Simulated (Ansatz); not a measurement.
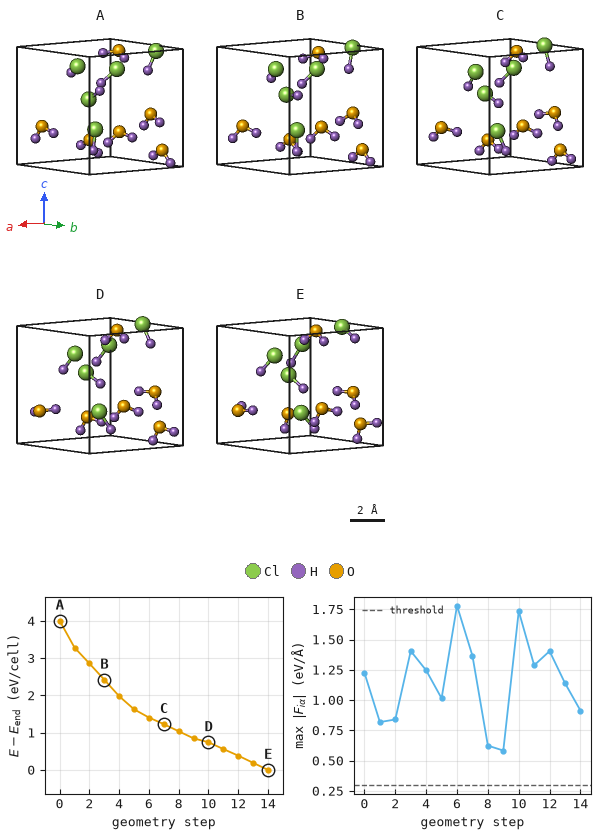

Frames of a relaxation of an amorphous cell of composition H₃ClO, marked on the history of the run. A ball-and-stick model of the cell of the calculation, seen from a free direction.

The cell holds 5 HCl + 5 H2O. The run prepares the start of a later molecular dynamics calculation, from a guessed geometry.

All numbers below come from DFT PBE-D3(BJ), scalar-relativistic, plane waves, PAW in Ansatz 0.2.0.

The input:
```yaml
crystal:
  lattice:
    - [7.143305, 0.0, 0.0]
    - [0.0, 7.143305, 0.0]
    - [0.0, 0.0, 7.143305]
  atoms:
    - { symbol: Cl, position: [0.0035167, 0.6332945, 0.9530993] }
    - { symbol: H, position: [0.0668857, 0.6019323, 0.7884533] }
    - { symbol: Cl, position: [-0.0199585, 0.0626694, 0.7479787] }
    - { symbol: H, position: [0.0797995, -0.0262479, 0.6286071] }
    - { symbol: Cl, position: [0.4272617, 0.3404473, 0.2888324] }
    - { symbol: H, position: [0.4592623, 0.3549882, 0.113128] }
    - { symbol: Cl, position: [0.7093494, 0.6144347, 0.5875471] }
    - { symbol: H, position: [0.7129335, 0.7718766, 0.6730264] }
    - { symbol: Cl, position: [0.4497976, 0.1253865, 0.8085268] }
    - { symbol: H, position: [0.3966157, -0.0302538, 0.7374261] }
    - { symbol: O, position: [0.8563904, 0.1606469, 0.328794] }
    - { symbol: H, position: [0.8283969, 0.2836629, 0.2791126] }
    - { symbol: H, position: [0.8656936, 0.0821246, 0.2186464] }
    - { symbol: O, position: [0.5113431, 0.7822788, 0.3131468] }
    - { symbol: H, position: [0.4676475, 0.9039943, 0.2723934] }
    - { symbol: H, position: [0.6096871, 0.7515326, 0.2250109] }
    - { symbol: O, position: [0.0852301, 0.6647541, 0.4244024] }
    - { symbol: H, position: [0.0834185, 0.7863106, 0.3643561] }
    - { symbol: H, position: [0.0904952, 0.5771764, 0.3210233] }
    - { symbol: O, position: [0.4498489, 0.6957228, 0.9912785] }
    - { symbol: H, position: [0.4861264, 0.8171038, 0.9429523] }
    - { symbol: H, position: [0.5593959, 0.6183697, 0.9712591] }
    - { symbol: O, position: [0.2328122, 0.0140813, 0.1582168] }
    - { symbol: H, position: [0.2093494, 0.0966707, 0.0532725] }
    - { symbol: H, position: [0.2324699, -0.1098277, 0.1031601] }
basis:
  ecutwfc: 420.0
kpoints:
  mp_grid: { grid: [1, 1, 1] }
hamiltonian:
  xc: pbe
  dispersion: d3bj
scf:
  occupations: { method: fermi_dirac, width: 0.02 }
  lower_state_search: "off"
relax:
  f_tol: 0.3
  max_steps: 15
  adjacent_minimum: "off"
```

Launched with:
```bash
ansatz run input.yaml --threads 1 --pin off --max-ram 3072MiB --backend cpu --events-out ev --progress --plain --runs-dir out
```

Describe the path.

Answer. The relaxation stopped without meeting its thresholds, so the last structure isn't shown to be converged. It used up its limit of 15 steps. After 14 geometry steps the energy has fallen by 4.009 eV per cell of the calculation. The largest force component goes from 1.2 to 0.91 eV/Å. The atom that moves furthest is H10 (1.64 Å along [2 1 −2]). By element the largest moves are H 1.64 Å, Cl 1.24 Å, O 0.95 Å. The lattice vectors keep their values. Near-neighbour distances that change, for instance: Cl3–H4 1.280 → 1.398 Å, Cl1–H2 1.280 → 1.356 Å, Cl5–H6 1.280 → 1.317 Å, Cl9–H10 1.280 → 1.309 Å. Bond angles that change, for instance: H15–O14–H16 104.0° → 99.4°, H24–O23–H25 104.0° → 106.5°. From step 0 to 3: O14 moves most (0.48 Å), energy −1.586 eV per cell of the calculation. From step 3 to 7: H10 moves most (0.62 Å), energy −1.192 eV per cell of the calculation. From step 7 to 10: H10 moves most (0.46 Å), energy −0.486 eV per cell of the calculation. From step 10 to 14: H atoms move most (0.63 Å), energy −0.744 eV per cell of the calculation.

```json
{"step": "0", "E − E(0), meV/atom": "0.00", "largest force component, eV/Å": "1.2251"}
{"step": "1", "E − E(0), meV/atom": "-28.92", "largest force component, eV/Å": "0.8184"}
{"step": "2", "E − E(0), meV/atom": "-45.98", "largest force component, eV/Å": "0.8400"}
{"step": "3", "E − E(0), meV/atom": "-63.46", "largest force component, eV/Å": "1.4053"}
{"step": "4", "E − E(0), meV/atom": "-81.15", "largest force component, eV/Å": "1.2455"}
{"step": "5", "E − E(0), meV/atom": "-95.22", "largest force component, eV/Å": "1.0146"}
{"step": "6", "E − E(0), meV/atom": "-104.08", "largest force component, eV/Å": "1.7794"}
{"step": "7", "E − E(0), meV/atom": "-111.15", "largest force component, eV/Å": "1.3657"}
{"step": "8", "E − E(0), meV/atom": "-118.83", "largest force component, eV/Å": "0.6241"}
{"step": "9", "E − E(0), meV/atom": "-126.44", "largest force component, eV/Å": "0.5835"}
{"step": "10", "E − E(0), meV/atom": "-130.60", "largest force component, eV/Å": "1.7345"}
{"step": "11", "E − E(0), meV/atom": "-137.91", "largest force component, eV/Å": "1.2872"}
{"step": "12", "E − E(0), meV/atom": "-145.03", "largest force component, eV/Å": "1.4045"}
{"step": "13", "E − E(0), meV/atom": "-152.70", "largest force component, eV/Å": "1.1393"}
{"step": "14", "E − E(0), meV/atom": "-160.35", "largest force component, eV/Å": "0.9136"}
```

Limits of the set-up: the periodic images lie only 7.1 Å apart, so the values are limited by the cell's size.
